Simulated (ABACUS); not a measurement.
# Band-structure run, with input and output: InP (part 2 of 2)

InP (F-43m, 2 atoms in the cell); Kohn-Sham DFT of a periodic cell, MS2, SG15 ONCV 1.2 PBE, no spin polarisation (ABACUS 3.10.1); cutoff 1115.67 eV, 5×5×5 k-mesh, fermi-dirac of 0.05 eV. The structure derives from an entry of the Crystallography Open Database.

Geometry of the input (Å; fractional positions):
```
4.1444  0.0000  0.0000
2.0722  3.5891  0.0000
2.0722  1.1964  3.3838
In 0.0000  0.0000  0.0000
P  0.7500  0.7500  0.7500
```

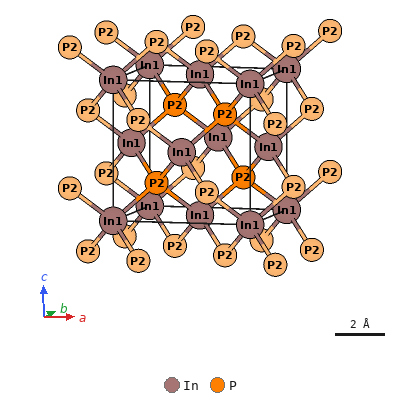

Figure 1. The structure (ball-and-stick view of the cell 4 times as large as that of the calculation, set on its symmetry axes, seen slightly off an axis; neighbours outside the cell are drawn fainter; atoms are numbered from 1 in the order of the input).

### The program's output, continued
```
 SETUP K-POINTS
                                    nspin = 1
                   Input type of k points = Monkhorst-Pack(Gamma)
                                   nkstot = 125
                       right hand lattice = 1
(for reciprocal lattice: )
                             BRAVAIS TYPE = 2
                     BRAVAIS LATTICE NAME = 02. Cubic I (body-centered)
                                    ibrav = 2
                       right hand lattice = 1
(for k-lattice: )
                             BRAVAIS TYPE = 2
                     BRAVAIS LATTICE NAME = 02. Cubic I (body-centered)
                                    ibrav = 2
                       right hand lattice = 1
                        ROTATION MATRICES = 48
                               nkstot_ibz = 10
K-POINTS REDUCTION ACCORDING TO SYMMETRY
     IBZ    DIRECT_X    DIRECT_Y    DIRECT_Z  WEIGHT  ibz2bz
       1  0.00000000  0.00000000  0.00000000  0.0080       0
       2  0.20000000  0.20000000  0.20000000  0.0640       1
       3  0.40000000  0.40000000  0.40000000  0.0640       2
       4  0.20000000  0.20000000  0.00000000  0.0480       6
       5  0.40000000  0.40000000  0.20000000  0.1920       7
       6 -0.40000000  0.40000000  0.40000000  0.1920       8
       7  0.40000000  0.20000000  0.20000000  0.0960       9
       8  0.40000000  0.40000000  0.00000000  0.0480      12
       9 -0.20000000  0.40000000  0.40000000  0.0960      13
      10 -0.40000000  0.40000000  0.20000000  0.1920      38

                               nkstot now = 10
[... K-POINTS DIRECT COORDINATES: 10 rows ...]

           k-point number in this process = 3
       minimum distributed K point number = 2
[... stars of the k points ...]

[... K-POINTS CARTESIAN COORDINATES: 3 rows ...]

[... K-POINTS DIRECT COORDINATES: 3 rows ...]

 SETUP PLANE WAVES FOR WAVE FUNCTIONS
     energy cutoff for wavefunc (unit:Ry) = 82
              fft grid for wave functions = [ 45, 45, 45 ]
                    number of plane waves = 4909
                         number of sticks = 379

 PARALLEL PW FOR WAVE FUNCTIONS
     PROC   COLUMNS(POT)             PW
        1            379           4909
 --------------- sum -------------------
        1            379           4909

 SETUP NONLOCAL PSEUDOPOTENTIALS IN PLANE WAVE BASIS
 In non-local projectors:
 projector 1 L=0
 projector 2 L=0
 projector 3 L=1
 projector 4 L=1
 projector 5 L=2
 projector 6 L=2
 P non-local projectors:
 projector 1 L=0
 projector 2 L=0
 projector 3 L=1
 projector 4 L=1
      TOTAL NUMBER OF NONLOCAL PROJECTORS = 26

 Init Non-Local PseudoPotential table :
 Init Non-Local-Pseudopotential done.

                                     npwx = 4285

 -------------------------------------------
 SELF-CONSISTENT
 -------------------------------------------
                                 init_chg = atomic

 PW ALGORITHM --------------- ION=   1  ELEC=   1--------------------------------
 Notice: Threshold on eigenvalues was too large.
 hsover_error=0.18 > DRHO=0.120566
 Origin diag ethr = 0.01
 New diag ethr = 0.000669812

 Density error is 0.116606392093
                          Error Threshold = 0.000669811680625
----------------------------------------------------------
     Energy           Rydberg                 eV
----------------------------------------------------------
 E_KohnSham     -115.8688628931      -1576.4767561272
 E_Harris       -116.9215828515      -1590.7997459600
 E_Fermi        0.7272797685         9.8951488921
----------------------------------------------------------

 PW ALGORITHM --------------- ION=   1  ELEC=   2--------------------------------

 Density error is 0.0164548827479
                          Error Threshold = 0.000647813289406
----------------------------------------------------------
     Energy           Rydberg                 eV
----------------------------------------------------------
 E_KohnSham     -116.0358895276      -1578.7492700744
 E_Harris       -115.2623426956      -1568.2246254894
 E_Fermi        0.7212879431         9.8136259246
----------------------------------------------------------

 PW ALGORITHM --------------- ION=   1  ELEC=   3--------------------------------

 Density error is 0.0036221422431
                          Error Threshold = 9.1416015266e-05
----------------------------------------------------------
     Energy           Rydberg                 eV
----------------------------------------------------------
 E_KohnSham     -116.0294173002      -1578.6612109032
 E_Harris       -115.7280341647      -1574.5606829789
 E_Fermi        0.7228799828         9.8352867366
----------------------------------------------------------

 PW ALGORITHM --------------- ION=   1  ELEC=   4--------------------------------

 Density error is 0.000799487778507
                          Error Threshold = 2.01230124617e-05
----------------------------------------------------------
     Energy           Rydberg                 eV
----------------------------------------------------------
 E_KohnSham     -116.0316112990      -1578.6910617877
 E_Harris       -116.2296035078      -1581.3848839873
 E_Fermi        0.7266586997         9.8866988173
----------------------------------------------------------

 PW ALGORITHM --------------- ION=   1  ELEC=   5--------------------------------

 Density error is 7.97497040023e-05
                          Error Threshold = 4.44159876948e-06
----------------------------------------------------------
     Energy           Rydberg                 eV
----------------------------------------------------------
 E_KohnSham     -116.0317748798      -1578.6932874182
 E_Harris       -116.0790971755      -1579.3371402822
 E_Fermi        0.7266476901         9.8865490234
----------------------------------------------------------

 PW ALGORITHM --------------- ION=   1  ELEC=   6--------------------------------

 Density error is 1.30490706774e-05
                          Error Threshold = 4.43053911124e-07
----------------------------------------------------------
     Energy           Rydberg                 eV
----------------------------------------------------------
 E_KohnSham     -116.0315186323      -1578.6898009924
 E_Harris       -116.0059448779      -1578.3418522132
 E_Fermi        0.7266309411         9.8863211419
----------------------------------------------------------

 PW ALGORITHM --------------- ION=   1  ELEC=   7--------------------------------

 Density error is 3.79146310029e-06
                          Error Threshold = 7.24948370965e-08
----------------------------------------------------------
     Energy           Rydberg                 eV
----------------------------------------------------------
 E_KohnSham     -116.0314713894      -1578.6891582201
 E_Harris       -116.0392093432      -1578.7944384821
 E_Fermi        0.7269449276         9.8905931477
----------------------------------------------------------

 PW ALGORITHM --------------- ION=   1  ELEC=   8--------------------------------

 Density error is 2.94948390235e-07
                          Error Threshold = 2.10636838905e-08
----------------------------------------------------------
     Energy           Rydberg                 eV
----------------------------------------------------------
 E_KohnSham     -116.0314910432      -1578.6894256241
 E_Harris       -116.0345317531      -1578.7307966046
 E_Fermi        0.7271644381         9.8935797412
----------------------------------------------------------

 PW ALGORITHM --------------- ION=   1  ELEC=   9--------------------------------

 Density error is 4.9782024455e-08
                          Error Threshold = 1.63860216797e-09
----------------------------------------------------------
     Energy           Rydberg                 eV
----------------------------------------------------------
 E_KohnSham     -116.0314950226      -1578.6894797659
 E_Harris       -116.0323321093      -1578.7008689146
 E_Fermi        0.7271513234         9.8934013064
----------------------------------------------------------

 PW ALGORITHM --------------- ION=   1  ELEC=  10--------------------------------

 Density error is 4.9828514477e-10
                          Error Threshold = 2.76566802528e-10
----------------------------------------------------------
     Energy           Rydberg                 eV
----------------------------------------------------------
 E_KohnSham     -116.0314941920      -1578.6894684657
 E_KS(sigma->0) -116.0314941847      -1578.6894683663
 E_Harris       -116.0313753405      -1578.6878514080
 E_band         -0.8725508159        -11.8716628904
 E_one_elec     -40.8460990023       -555.7396875034
 E_Hartree      30.1187094395        409.7860647840
 E_xc           -15.5837003759       -212.0271210363
 E_Ewald        -89.7204042388       -1220.7087245111
 E_entropy(-TS) -0.0000000146        -0.0000001989
 E_descf        0.0000000000         0.0000000000
 E_exx          0.0000000000         0.0000000000
 E_Fermi        0.7271479666         9.8933556353
----------------------------------------------------------

 charge density convergence is achieved
 final etot is -1578.6894685 eV
 EFERMI = 9.8933556353 eV

 STATE ENERGY(eV) AND OCCUPATIONS    NSPIN == 1
 1/3 kpoint (Cartesian) = 0.0000 0.0000 0.0000 (4279 pws)
       1       -4.69944      0.0160000
       2       -4.69944      0.0160000
       3       -4.69944      0.0160000
       4       -4.52484      0.0160000
       5       -4.52484      0.0160000
       6       -3.30555      0.0160000
       7        9.26005      0.0159999
       8        9.26005      0.0159999
       9        9.26005      0.0159999
      10        10.4717    1.51621e-07
      11        13.8386    8.62621e-37
      12        13.8386    8.62621e-37
      13        13.8386    8.62621e-37
      14        18.2283    6.41792e-75
      15        19.6139    5.91958e-87
      16        19.6139    5.91958e-87
      17        20.9799        0.00000
      18        20.9799        0.00000
      19        20.9799        0.00000

 2/3 kpoint (Cartesian) = 0.048258 0.027862 0.019701 (4285 pws)
       1       -4.81811       0.128000
       2       -4.67882       0.128000
       3       -4.67882       0.128000
       4       -4.52313       0.128000
       5       -4.52313       0.128000
       6       -2.77324       0.128000
       7        6.46321       0.128000
       8        8.82017       0.128000
       9        8.82017       0.128000
      10        11.5862    2.52923e-16
      11        14.4438    3.82506e-41
      12        14.4438    3.82506e-41
      13        14.6147    1.25279e-42
      14        18.5183    1.55483e-76
      15        18.5183    1.55483e-76
      16        19.0738    2.32682e-81
      17        21.2104        0.00000
      18        23.7960        0.00000
      19        23.7960        0.00000

 3/3 kpoint (Cartesian) = 0.096517 0.055724 0.039403 (4248 pws)
       1       -4.95183       0.128000
       2       -4.65488       0.128000
       3       -4.65488       0.128000
       4       -4.51017       0.128000
       5       -4.51017       0.128000
       6       -1.66684       0.128000
       7        3.73032       0.128000
       8        8.27980       0.128000
       9        8.27980       0.128000
      10        11.2937    8.79354e-14
      11        14.6247    1.02697e-42
      12        14.6247    1.02697e-42
      13        16.7153    7.12205e-61
      14        18.8219    3.58917e-79
      15        20.0100        0.00000
      16        20.0100        0.00000
      17        23.8287        0.00000
      18        24.1813        0.00000
      19        24.1813        0.00000

------------------------------------------------------------------------------------------
 TOTAL-FORCE (eV/Angstrom)
------------------------------------------------------------------------------------------
                       In1         0.0000000000         0.0000000000         0.0000000000
                        P1         0.0000000000         0.0000000000         0.0000000000
------------------------------------------------------------------------------------------

----------------------------------------------------------------
 TOTAL-STRESS (KBAR)
----------------------------------------------------------------
       332.4268721256         0.0000000000        -0.0000000000
         0.0000000000       332.4268721231        -0.0000000000
        -0.0000000000        -0.0000000000       332.4268721292
----------------------------------------------------------------
 TOTAL-PRESSURE: 332.426872 KBAR

 --------------------------------------------
 !FINAL_ETOT_IS -1578.6894684657136168 eV
 --------------------------------------------
```

### Key numbers

| quantity | value |
| --- | --- |
| outcome | converged |
| space group (tolerance 0.01 Å) | F-43m (216) |
| electrons treated | 18 |
| free energy | −1578.6895 eV |
| Fermi energy of the self-consistent step | 9.893 eV |
| gap on the k-point mesh | 1.21 eV |
| pressure | 33.24 GPa |
| largest force (length of the vector) | under 0.001 eV/Å |
| hardware | 4 threads of Intel Xeon (Granite Rapids), 12 GiB of memory available, shared host |
| wall time | 24 s (CPU time 96 s) |
| peak memory | 0.44 GiB |

### Notes

The cell is under a pressure of 33 GPa at this level, so it is not at its equilibrium volume.
